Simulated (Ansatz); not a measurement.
Run report: Al16O25, single-point calculation (part 1 of 2)

Al16O25 (defect cell, 41 atoms in the cell), computed with DFT PBE, scalar-relativistic, plane waves, PAW, spin-polarised (Ansatz 0.2.0).

The structure derives from an entry of the Crystallography Open Database.

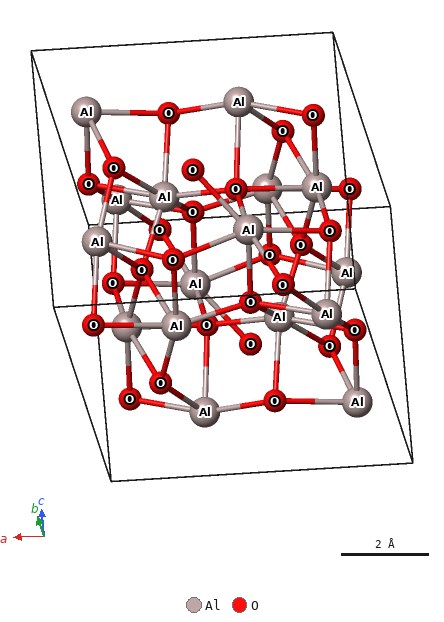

Figure 1. The structure as given in the input (ball-and-stick view of the cell of the calculation, seen at an oblique angle). An atom can appear more than once, as a periodic image.

Input file
```yaml
crystal:
  lattice:
    - [-4.7605, -2.748476, 4.331867]
    - [4.7605, -2.748476, 4.331867]
    - [0.0, 5.496952, 4.331867]
  atoms:
    - { symbol: Al, position: [0.3482384254, 0.3568321407, 0.3510715688] }
    - { symbol: Al, position: [0.8586079522, 0.8500883358, 0.3473698673] }
    - { symbol: Al, position: [0.8508950787, 0.3491321694, 0.8500833917] }
    - { symbol: Al, position: [0.3518760512, 0.8464714877, 0.8578072102] }
    - { symbol: Al, position: [0.1451457258, 0.1482536512, 0.1468433666] }
    - { symbol: Al, position: [0.6500454339, 0.6458402684, 0.1442754149] }
    - { symbol: Al, position: [0.6458371058, 0.1440796203, 0.645042011], spin: 0.2 }
    - { symbol: Al, position: [0.1476555337, 0.6433871831, 0.6491950744] }
    - { symbol: Al, position: [0.6498378651, 0.1516620243, 0.1422886078] }
    - { symbol: Al, position: [0.1508567181, 0.6490510129, 0.150044403] }
    - { symbol: Al, position: [0.1431200802, 0.1480527306, 0.6526911646] }
    - { symbol: Al, position: [0.6535049948, 0.641304322, 0.6489944403] }
    - { symbol: Al, position: [0.8540801481, 0.3547730456, 0.3508692052] }
    - { symbol: Al, position: [0.355965607, 0.8541074653, 0.355090264], spin: 0.2 }
    - { symbol: Al, position: [0.3516628332, 0.3522850478, 0.855804513] }
    - { symbol: Al, position: [0.856581295, 0.8498736735, 0.8532641707] }
    - { symbol: O, position: [0.0958746389, 0.4069536351, 0.2490417823] }
    - { symbol: O, position: [0.6051607885, 0.9005278854, 0.225329343], spin: 0.11 }
    - { symbol: O, position: [0.596640603, 0.3987474418, 0.751181555] }
    - { symbol: O, position: [0.1022284061, 0.899932141, 0.7518194549] }
    - { symbol: O, position: [0.2262159747, 0.1033720514, 0.4015360717], spin: 0.11 }
    - { symbol: O, position: [0.7526843626, 0.6004638565, 0.4008763199] }
    - { symbol: O, position: [0.7520552719, 0.0948469786, 0.8997195011] }
    - { symbol: O, position: [0.2498294213, 0.5940896938, 0.9079327366] }
    - { symbol: O, position: [0.4017160364, 0.2508763078, 0.1014498403] }
    - { symbol: O, position: [0.9087577816, 0.748032777, 0.0950343393] }
    - { symbol: O, position: [0.9005566663, 0.2502374742, 0.5958327021] }
    - { symbol: O, position: [0.402330146, 0.7243949535, 0.6043573321], spin: 0.11 }
    - { symbol: O, position: [0.8994929713, 0.0982205616, 0.2482593705] }
    - { symbol: O, position: [0.4051029316, 0.5993830461, 0.2488863023] }
    - { symbol: O, position: [0.3965713693, 0.0975939824, 0.7748166897], spin: 0.11 }
    - { symbol: O, position: [0.9058533967, 0.5912286469, 0.7510257436] }
    - { symbol: O, position: [0.7519073366, 0.4040663822, 0.0921499038] }
    - { symbol: O, position: [0.2497034493, 0.9033051604, 0.100367116] }
    - { symbol: O, position: [0.2490565153, 0.3976666651, 0.5992063372] }
    - { symbol: O, position: [0.7755029561, 0.8947701123, 0.5985218651], spin: 0.11 }
    - { symbol: O, position: [0.5994019283, 0.2737418022, 0.3956658271], spin: 0.11 }
    - { symbol: O, position: [0.1011740794, 0.7479395959, 0.4042567298] }
    - { symbol: O, position: [0.092981392, 0.2501215839, 0.9050573962] }
    - { symbol: O, position: [0.6000219199, 0.7472528864, 0.8986110371] }
    - { symbol: O, position: [0.5008902991, -0.0008938979, 0.500116969], spin: 1.06 }
magnetization:
  spin_polarized: true
basis:
  ecutwfc: 420
  fft_grid_basis: typed
kpoints:
  mp_grid: { grid: [3, 3, 3] }
hamiltonian:
  xc: pbe
  pseudopotentials: { kind: paw }
scf:
  occupations: { method: gaussian, width: 0.05 }
output:
  forces: true
  stress: false
  eigenvalues: true
  bader: true
  write_density: true
  volumetric_format: npy
  populations: true
```

Command:
```bash
ansatz run input.yaml --threads 4 --pin off --max-ram 10240MiB --backend cpu --events-out ev --progress --plain --runs-dir out
```

Log
```
Engine: ansatz 0.2.0, aarch64-unknown-linux-gnu
Pseudopotentials: kind: paw
Pseudopotential: Al, paw, valence charge 3, recommended cutoff 420 eV (normal), Al.paw.azcp
Pseudopotential: O, paw, valence charge 6, recommended cutoff 420 eV (normal), O.paw.azcp
Functional definition: PBE
  parameter kappa = 0.804
  parameter beta = 0.06672455060314922
  exchange = pbe_x(kappa = kappa, mu = beta*pi^2/3)
  correlation = pbe_c(beta = beta)
Crystal: 41 atoms, lattice volume = 340.072 Å³
Basis set: ecut = 420 eV, 6681 PW (Γ), exchange–correlation on 96×96×96 points (8 copies of the dense FFT grid, shifted against one another)
Bands: 142, of which v1, the nominal top of the filled ones, is band 99 counted from 1 (98 counted from 0)
Symmetry: 1 space group operations
Space group: P1 (ITA 1), of the structure as read, at distance tolerance 7.0e-5 Å
Magnetic group: BNS 1.1 (UNI 1), of the structure as read, at distance tolerance 7.0e-5 Å
k-points: 14 of 27 (time reversal used)
Non-local potential: Al, projectors of the file, l = 0: 2, l = 1: 2, l = 2: 1
Non-local potential: O, projectors of the file, l = 0: 2, l = 1: 2, l = 2: 1
PAW form: soft (Blöchl's): semilocal exchange-correlation on the pseudo side does not see the compensation charge
PAW one-centre angular grid: Al, 110 points (default); XC on 64 Gauss nodes
PAW one-centre angular grid: O, 110 points (default); XC on 64 Gauss nodes
Initial density: superposition of atomic densities (chi_scale 0.1, normalization cell, long waves kept (reshape's long-wave potential 0.12 eV rms))
Starting moments: Σ|m| = 2.12 μB on 9 of 41 sites
Initial wavefunctions: pseudopotential atomic-orbital guess
Functional: x = pbe(κ = 0.804, μ = 0.2195149727645171), c = pbe(β = 0.06672455060314922)
SCF iter   1: F=—  HF=-22853.466313 eV  |F-HF|=—  |Δ(HF+E_count)|=         —  Δρ=7.08e-2 (↑6.67e-2 ↓7.08e-2)  dr2=5.86e1  dr2_m=6.94e-1  M=2.000 μB ∫|m|=2.060 μB  β_m=0.30  ethr=3.10e-3  ⟨swp⟩=6.6  Hψ=17797  notcnv=0  defer=406
preconditioner: auto → Resta (q_TF=auto, 2.493 Å⁻¹)  ε∞=3.4  [insulator: Δε(μ)=1.111 eV  Ē_g=18.457 eV  σ=0.050 eV  W_gap=1.00  n_scr=86 (ndim 8)  ℏωp=28.3 eV  f_vac=0.000  D(μ)=0.00/eV (n_scr^D=0)  ε∞_Penn≈3.4]
spin=Collinear: Resta preconditioning applied to the charge; magnetization (m = ρ↑ − ρ↓) channel mixes plain (no charge-response kernel on spin).
SCF iter   2: F=—  HF=-22840.511605 eV  |F-HF|=—  |Δ(HF+E_count)|=    1.30e1  Δρ=3.28e-2 (↑3.24e-2 ↓3.28e-2)  dr2=1.33e1  dr2_m=2.36e-1  M=2.000 μB ∫|m|=2.054 μB  β_m=0.30  ethr=3.10e-3  ⟨swp⟩=2.0  Hψ=7382  notcnv=0  defer=1038
SCF iter   3: F=—  HF=-22837.407344 eV  |F-HF|=—  |Δ(HF+E_count)|=    3.10e0  Δρ=1.81e-2 (↑1.71e-2 ↓1.81e-2)  dr2=1.76e0  dr2_m=9.73e-2  M=2.000 μB ∫|m|=2.060 μB  β_m=0.30  ethr=3.10e-3  ⟨swp⟩=2.0  Hψ=6995  notcnv=0  defer=1047
SCF iter   4: F=—  HF=-22837.284886 eV  |F-HF|=—  |Δ(HF+E_count)|=   1.22e-1  Δρ=8.04e-3 (↑6.33e-3 ↓8.04e-3)  dr2=2.32e-1  dr2_m=6.14e-2  M=2.000 μB ∫|m|=2.072 μB  β_m=0.30  ethr=8.88e-4  ⟨swp⟩=2.0  Hψ=4990  notcnv=0  defer=1047
SCF iter   5: F=—  HF=-22837.319719 eV  |F-HF|=—  |Δ(HF+E_count)|=   3.48e-2  Δρ=3.67e-3 (↑3.67e-3 ↓3.09e-3)  dr2=1.86e-2  dr2_m=2.97e-2  M=2.000 μB ∫|m|=2.080 μB  β_m=0.30  ethr=1.17e-4  ⟨swp⟩=2.1  Hψ=5644  notcnv=0  defer=1047
SCF iter   6: F=—  HF=-22837.328389 eV  |F-HF|=—  |Δ(HF+E_count)|=   8.67e-3  Δρ=2.66e-3 (↑2.66e-3 ↓2.39e-3)  dr2=3.78e-3  dr2_m=1.77e-2  M=2.000 μB ∫|m|=2.089 μB  β_m=0.30  ethr=9.41e-6  ⟨swp⟩=2.2  Hψ=5932  notcnv=0  defer=1044
SCF iter   7: F=—  HF=-22837.337928 eV  |F-HF|=—  |Δ(HF+E_count)|=   9.54e-3  Δρ=1.90e-3 (↑1.90e-3 ↓1.70e-3)  dr2=6.14e-4  dr2_m=9.93e-3  M=2.000 μB ∫|m|=2.095 μB  β_m=0.30  ethr=1.91e-6  ⟨swp⟩=2.0  Hψ=5704  notcnv=0  defer=1044
Mixer restart at iter 7: flushing history
spin-set hold released at iteration 7 (site moments contracting): the magnetisation degrees of freedom join the quasi-Newton model from the next iteration; the mixer history was flushed
SCF iter   8: F=—  HF=-22837.341260 eV  |F-HF|=—  |Δ(HF+E_count)|=   3.33e-3  Δρ=1.39e-3 (↑1.39e-3 ↓1.34e-3)  dr2=2.60e-4  dr2_m=5.70e-3  M=2.000 μB ∫|m|=2.101 μB  β_m=0.65  ethr=3.10e-7  ⟨swp⟩=2.0  Hψ=5704  notcnv=0  defer=1044
SCF iter   9: F=—  HF=-22837.345860 eV  |F-HF|=—  |Δ(HF+E_count)|=   4.60e-3  Δρ=2.89e-4 (↑2.84e-4 ↓2.89e-4)  dr2=7.50e-4  dr2_m=3.84e-5  M=2.000 μB ∫|m|=2.121 μB  β_m=0.55  ethr=1.31e-7  ⟨swp⟩=3.4  Hψ=7910  notcnv=0  defer=1044
SCF iter  10: F=—  HF=-22837.345732 eV  |F-HF|=—  |Δ(HF+E_count)|=   1.28e-4  Δρ=6.66e-5 (↑6.53e-5 ↓6.66e-5)  dr2=2.29e-5  dr2_m=9.94e-6  M=2.000 μB ∫|m|=2.123 μB  β_m=0.64  ethr=1.31e-7  ⟨swp⟩=3.0  Hψ=5760  notcnv=0  defer=1044
SCF iter  11: F=—  HF=-22837.346547 eV  |F-HF|=—  |Δ(HF+E_count)|=   8.15e-4  Δρ=2.66e-5 (↑2.25e-5 ↓2.66e-5)  dr2=3.37e-6  dr2_m=1.09e-6  M=2.000 μB ∫|m|=2.123 μB  β_m=0.70  ethr=1.16e-8  ⟨swp⟩=2.0  Hψ=5736  notcnv=0  defer=1044
SCF iter  12: F=—  HF=-22837.346548 eV  |F-HF|=—  |Δ(HF+E_count)|=   1.25e-6  Δρ=6.35e-6 (↑5.27e-6 ↓6.35e-6)  dr2=2.36e-7  dr2_m=4.26e-8  M=2.000 μB ∫|m|=2.124 μB  β_m=0.84  ethr=1.70e-9  ⟨swp⟩=2.0  Hψ=5640  notcnv=0  defer=1044
SCF iter  13: F=-22837.346548 eV  HF=-22837.346548 eV  |F-HF|=2.42e-8  |Δ(HF+E_count)|=   1.50e-7  Δρ=3.15e-6 (↑2.16e-6 ↓3.15e-6)  dr2=7.18e-8  dr2_m=5.57e-9  M=2.000 μB ∫|m|=2.124 μB  ethr=5.05e-11  ⟨swp⟩=16.9  Hψ=25818  notcnv=0
SCF 1 converged in 13 iterations: F = -22837.346548 eV  dr2 = 7.18e-8
  greatest PAW one-centre occupation: 0.900 electrons in one spin orbital (limit 2), on the O atom at site 40 (counted from 0), in its partial waves of l = 0
```

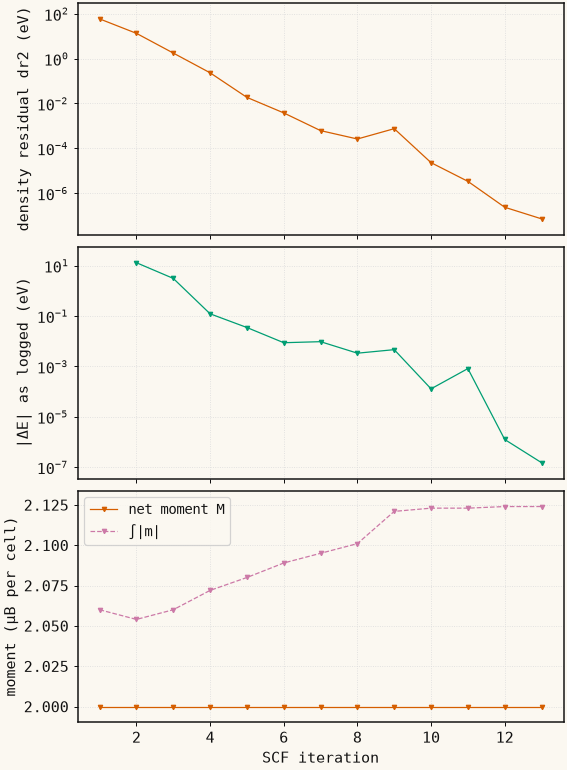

Figure 2. Convergence of the self-consistent field: density residual dr2, size of the energy change and magnetic moment against the SCF iteration. The residual comes down, with one marked jump up, by a factor of about 3, at step 9. The net moment stays at 2.0 μB per cell.

```
SCF converged after 13 iterations
Magnetization: 2.0000 μB (100.0000 up, 98.0000 down)
Absolute magnetization: 2.1252 μB (∫|ρ↑−ρ↓|, with the PAW one-centre terms)
Spin contamination: 0.0049 ħ² per cell (⟨S²⟩ above its minimum at these occupations)
Per-site moments (μB) at R_I (Å): [(-0.00014474611527097718, 0.7637011889418287), (-0.00014471171586942565, 0.7637343994749268), (0.0003478115374744068, 0.7583871200905653), (-0.00014332943368736877, 0.7635867493863004), (0.0007946312057996489, 0.7581809428653636), (0.0007886860291876221, 0.7581172984348875), (-0.0034284181256573447, 0.7770230775292978), (0.0007912460987079306, 0.7581865322761634), (-0.00014339373386180733, 0.7636403007193576), (0.0003467437216232662, 0.7585107755005978), (-0.00014542975621721616, 0.7637360401641674), (-0.00014545398768281008, 0.7637588581789119), (0.0007923684691258613, 0.7581788499900681), (-0.003424816177843277, 0.7772101281880969), (0.0007911229687001824, 0.7581746437581454), (0.0007950357499605863, 0.7581242027890602), (0.003526096885292644, 0.7581788499900681), (0.11302552701104672, 0.7636403007193576), (0.0021330752207233353, 0.7638196031883856), (0.00531471903120899, 0.7654495396228266), (0.11373381365451778, 0.7637360401641674), (0.005291700490856887, 0.765457146162744), (0.002126683844594588, 0.763841658077689), (0.003508245856630213, 0.7581746437581454), (0.005300337788093883, 0.7654955294019148), (0.003502732927551676, 0.7581242027890602), (0.0021336438120869855, 0.7638302257131536), (0.11345798221931094, 0.7637588581789119), (0.005298285164535954, 0.7654616339962778), (0.0021450347325415223, 0.7638024844289805), (0.11352532075418408, 0.7635867493863004), (0.003543591998819109, 0.7581865322761634), (0.003528901020423341, 0.7581172984348875), (0.00213965937663461, 0.7637922898486326), (0.005286776177057335, 0.7655001200666427), (0.1141862818054793, 0.7637343994749268), (0.11369739017148082, 0.7637011889418287), (0.0021466836579238577, 0.7638268249252294), (0.003516005865558026, 0.7581809428653636), (0.005269590255182265, 0.7655432249384345), (1.0624272694849648, 0.7770230775292978)]
Free energy (F): -22837.346548 eV
Harris-Foulkes:  -22837.346548 eV  (|F-HF|=2.42e-8)
Internal energy: -22837.346548 eV  (E = F + TS)
E sigma→0 (E₀):  -22837.346548 eV
Fermi energy:    9.560612 eV
--- Per-component energies (eV) ---
  E_band       = 321.782694
  E_kinetic    = 4925.569594
  E_local      = -8113.985921  (includes V_loc(G=0)·N_el)
  E_nonlocal   = 1350.044126
  E_hartree    = 3009.706624
  E_xc         = -2531.843296
  E_vxc        = -2887.532982  (∫ρ·V_xc dr)
  E_paw        = -11447.303271  (= ΣΔE_a)
  E_vpaw       = -971.775465  (= ΣTr[D̂ρ^β])
  E_aug_tail   = 0.063068  (compensation charges beyond the density's cutoff)
  E_ewald      = -10029.597472
  E_smearing   = -0.000000  (= −TS)
  E_closure    = 0.000000  (closes the sum)
  Σ components = -22837.346548   (vs F -22837.346548, Δ=0.00e0)
--- Forces (eV/Å), atoms counted from 1 ---
  atom   1  Al    -0.00451610     0.00382156    -0.01112914
  atom   2  Al     0.00368319     0.00333416    -0.00910181
  atom   3  Al    -0.00257753    -0.00163701    -0.00505188
  atom   4  Al    -0.00426206    -0.00286756    -0.01225907
  atom   5  Al     0.00523003    -0.00756730    -0.00940428
  atom   6  Al    -0.00930571     0.00013453    -0.00727506
  atom   7  Al    -0.00077137     0.00002878    -0.01316146
  atom   8  Al     0.00096129     0.01180406    -0.01069628
  atom   9  Al     0.00250103     0.00181841     0.01241178
  atom  10  Al     0.00100343    -0.00124289     0.00270854
  atom  11  Al    -0.00283641    -0.00220658     0.01001254
  atom  12  Al     0.00669495    -0.00305249     0.01034999
  atom  13  Al    -0.00253411    -0.01122540     0.01088249
  atom  14  Al     0.00223974     0.00004954     0.01036180
  atom  15  Al     0.01092215    -0.00166329     0.01005398
  atom  16  Al    -0.00450409     0.00451645     0.00865838
  atom  17  O      0.00010214     0.00001505     0.00242838
  atom  18  O      0.00023214     0.00106665     0.00249753
  atom  19  O     -0.00260942     0.00166899    -0.00064369
  atom  20  O     -0.00259737    -0.00048754     0.00499992
  atom  21  O     -0.00267733     0.00090122     0.00256411
  atom  22  O      0.00100618     0.00011440    -0.00004488
  atom  23  O      0.00205412    -0.00142400    -0.00108065
  atom  24  O     -0.00069982     0.00012925     0.00333743
  atom  25  O      0.00058900     0.00119511     0.00235830
  atom  26  O      0.00068911    -0.00046028     0.00290466
  atom  27  O      0.00303582     0.00229194    -0.00184084
  atom  28  O     -0.00009577    -0.00304638     0.00064105
  atom  29  O      0.00227271     0.00011679    -0.00474417
  atom  30  O      0.00442570    -0.00031191     0.00094325
  atom  31  O      0.00153257    -0.00278694    -0.00349007
  atom  32  O     -0.00338593     0.00235562    -0.00279333
  atom  33  O      0.00081740    -0.00020603    -0.00373879
  atom  34  O     -0.00218476     0.00344690     0.00046028
  atom  35  O     -0.00075324    -0.00051453    -0.00054126
  atom  36  O     -0.00043748    -0.00023177     0.00089555
  atom  37  O     -0.00081754     0.00566952     0.00175651
  atom  38  O     -0.00428710    -0.00309166     0.00084161
  atom  39  O     -0.00045453     0.00078088    -0.00345070
  atom  40  O      0.00062093     0.00034475    -0.00106649
  atom  41  O      0.00168049    -0.00158132    -0.00055228
  max |Σ_I F_I| component: 1.35e-5 eV/Å
--- Band table (eV; the first three rows and the last of 28) ---
```
